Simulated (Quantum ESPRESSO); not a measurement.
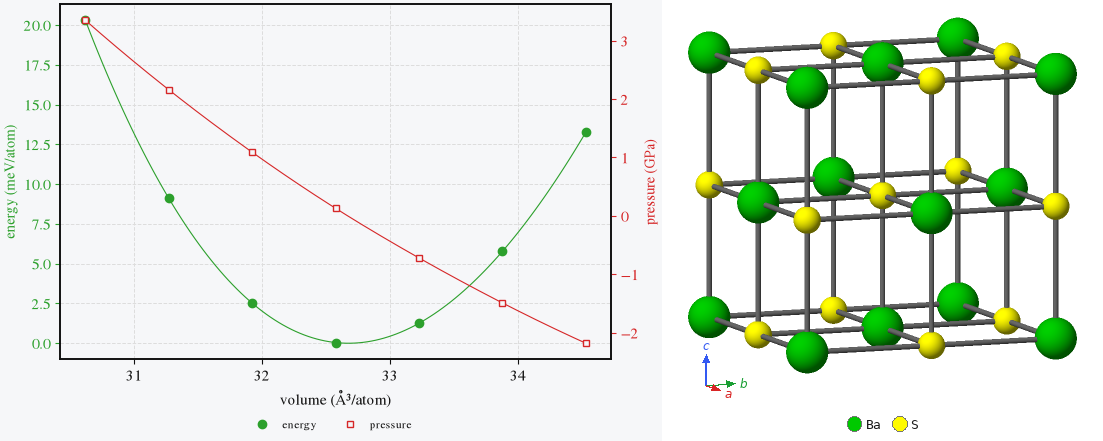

Energy and pressure against volume for BaS, space group Fm-3m (No. 225). The conventional cell is drawn beside the plot.

A third-order Birch–Murnaghan fit gives V0 = 32.68 Å³/atom, B0 = 44.7 GPa and B′ = 4.5. The energy is 20.30 meV/atom at volume 30.62 Å³/atom and 13.25 meV/atom at 34.53 Å³/atom; the lowest computed point is at volume 32.58 Å³/atom (0.04 meV/atom). The pressure falls from 3.35 GPa at volume 30.62 Å³/atom to −2.18 GPa at 34.53 Å³/atom, and changes sign near 32.68 Å³/atom.

Computed with Quantum ESPRESSO 7.5: plane-wave DFT, no spin polarisation; energies at scaled volumes of the given cell, shape and fractions fixed, counted from the fit's minimum, third-order Birch-Murnaghan fit. Level: rev-vdW-DF2.

- k mesh: 7×7×7
- occupations: Fermi–Dirac
- smearing width: 0.05 eV
- potentials: PseudoDojo 0.4.1 SR PBE standard
- wave cutoff: 707.5 eV
- density cutoff: 2830 eV

Cell as given: a = 4.517 Å, b = 4.517 Å, c = 4.517 Å, α = 60.00°, β = 60.00°, γ = 60.00°; 2 atoms.

Limits of the calculation: potentials made for another functional; this release of the barium file is off.

Input of the run:
```
&CONTROL
  calculation = 'scf'
  prefix = 'pwscf'
  outdir = './tmp'
  pseudo_dir = './pseudo'
  tprnfor = .true.
  tstress = .true.
  disk_io = 'nowf'
/
&SYSTEM
  ibrav = 0
  nat = 2
  ntyp = 2
  ecutwfc = 52
  nbnd = 14
  input_dft = 'vdw-df2-b86r'
  occupations = 'smearing'
  smearing = 'fd'
  degauss = 0.00367493
/
&ELECTRONS
  conv_thr = 4d-10
  electron_maxstep = 120
  mixing_beta = 0.5
/
ATOMIC_SPECIES
Ba   137.3270 Ba.upf
S     32.0600 S.upf
CELL_PARAMETERS angstrom
   0.0000000000    3.1937500000    3.1937500000
   3.1937500000    0.0000000000    3.1937500000
   3.1937500000    3.1937500000    0.0000000000
ATOMIC_POSITIONS crystal
Ba     0.0000000000    0.0000000000    0.0000000000
S      0.5000000000    0.5000000000    0.5000000000
K_POINTS automatic
7 7 7 0 0 0
```

Run as:
```bash
OMP_NUM_THREADS=1 pw.x -in pw.in > pw.out
```
